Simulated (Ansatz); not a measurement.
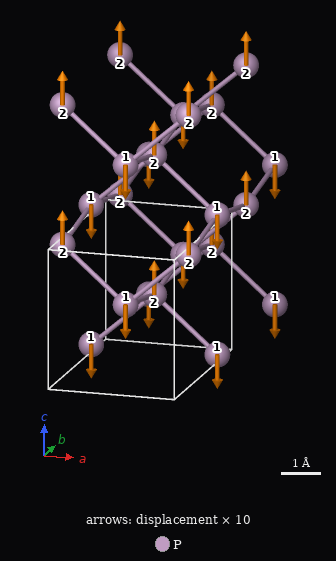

A relaxation of crystalline P (set up in Imma). The starting structure is drawn; orange arrows show the displacements (the part carried along by the change of the cell is left out), 10 times their true length.

Style: ball-and-stick. Shown: the conventional cell (2 times the calculation's cell), repeated 1 × 2 × 2 with one cell outlined, slightly off an axis. Lengths and directions refer to the drawn axes.

The calculation used DFT PBE+D3(BJ), scalar-relativistic, plane waves, PAW in Ansatz 0.2.0.

Input file:
```yaml
crystal:
  lattice:
    - [-1.6915100431, 2.5151650373, 1.8589441358]
    - [1.6915100431, -2.5151650373, 1.8589441358]
    - [1.6915100431, 2.5151650373, -1.8589441358]
  atoms:
    - { symbol: P, position: [0.80330911, 0.05330911, 0.75] }
    - { symbol: P, position: [0.19669089, 0.94669089, 0.25] }
basis:
  ecutwfc: 420
kpoints:
  mp_grid: { grid: [16, 16, 16] }
hamiltonian:
  xc: pbe
  dispersion: d3bj
scf:
  occupations: { method: gaussian, width: 0.1 }
output:
  forces: true
  stress: true
  eigenvalues: true
  write_density: true
  write_potential: true
  elf: true
  volumetric_format: npy
relax:
  adjacent_minimum: "off"
  f_tol: 0.005
  max_steps: 80
  cell: { stress_tol: 0.05 }
```

Run as
```bash
ansatz run input.yaml --threads 1 --pin off --max-ram 2560MiB --backend cpu --events-out ev --progress --plain --runs-dir out
```

Describe the change and its energy.

Answer. The largest moves relative to the cell, 0.092 Å, are those of P1 and P2. P1 goes along −c. The drawn cell changes as follows: a 3.383 → 3.406 Å (+0.7 %), b 5.030 → 4.859 Å (−3.4 %), c 3.718 → 3.458 Å (−7.0 %); the volume changes by −9.5 %. Near-neighbour distances that change, for instance: P1–P2 2.546 → 2.437 Å, P1–P2 (another image) 2.236 → 2.299 Å. Bond angles that change, for instance: P2–P1–P2 162.1° → 171.3°, P2–P1–P2 95.8° → 92.9°, P2–P1–P2 98.3° → 95.6°. The space group stays Imma (No. 74). The energy falls by 19.7 meV per atom in 11 accepted moves (12 points after the start). The largest force component goes from 0.37 to 0.00013 eV/Å. Pressure: −1.84 GPa at the start and −0.01 GPa at the end. The SCF was repeated once at an unchanged geometry on a basis and grid sized afresh for the cell, which shifted the energy by 0.1 meV per atom at most.
